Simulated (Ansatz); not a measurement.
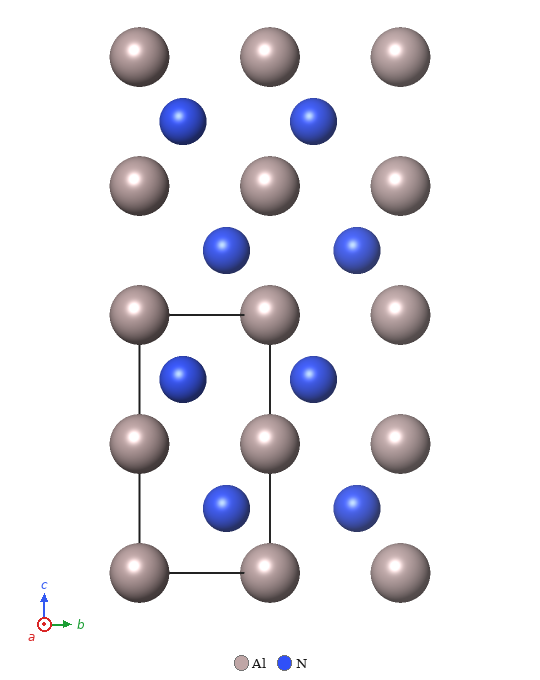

The picture looks along a close-packed row of the hexagonal mesh; c points upwards. Every atom sits on one of the three columns of the mesh; call them A, B, C in the order in which they first turn up. The sequence starts with the first layer at or above the cell's origin.

The compound is AlN (space group P6_3/mmc, No. 194), taken as the end point of a relaxation with DFT, LDA, plane waves, PAW in Ansatz 0.2.0; the starting structure was generated, so it need not be a known form of this composition.

Question: List the layers of one repeat.

Answer: Al(A) – N(B) – Al(A) – N(C) (four layers in 4.81 Å).

Question: How are the N layers alone stacked?

Answer: N layers alone: BC, the hexagonal close-packed type.

Question: Which positions between or in the N layers do the other atoms fill?

Answer: Al: two octahedral sites in each hexagonal cell.
